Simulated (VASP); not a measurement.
```yaml
crystal:
  lattice:
    - [3.04798, 0.00000, 0.00000]
    - [0.00000, 3.04798, 0.00000]
    - [0.00000, 0.00000, 3.04798]
  atoms:
    - { symbol: Mg, position: [0.00000, 0.00000, 0.00000] }
```

Space group Pm-3m; a generated structure, not necessarily the stable one.

Level of theory: VASP 6.6.1, Kohn-Sham DFT of a periodic cell, revPBE, VASP PAW PBE potentials, recommended.

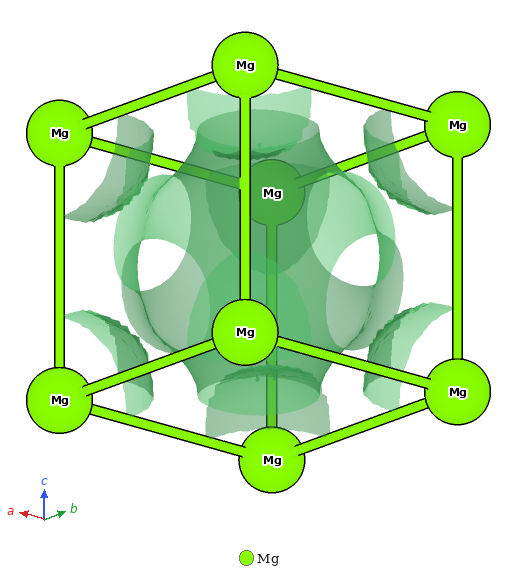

Mg. Isosurface of the ELF at 0.55 (green), seen at an oblique angle. Core shells and regions of very low density are left out. Sticks mark near contacts.

In a PAW calculation such maps are meaningful between the atoms, not at the nuclei.

Where are the electrons localised?

The surface consists of one network that runs through the whole crystal, counted in one cell of 1 atoms. Any copies at cell faces, edges or corners count once. There are no localised bonds or lone pairs at this value.

Values along the shortest contacts:
Mg–Mg (3.05 Å): the ELF peaks at about 0.75 between the atoms.
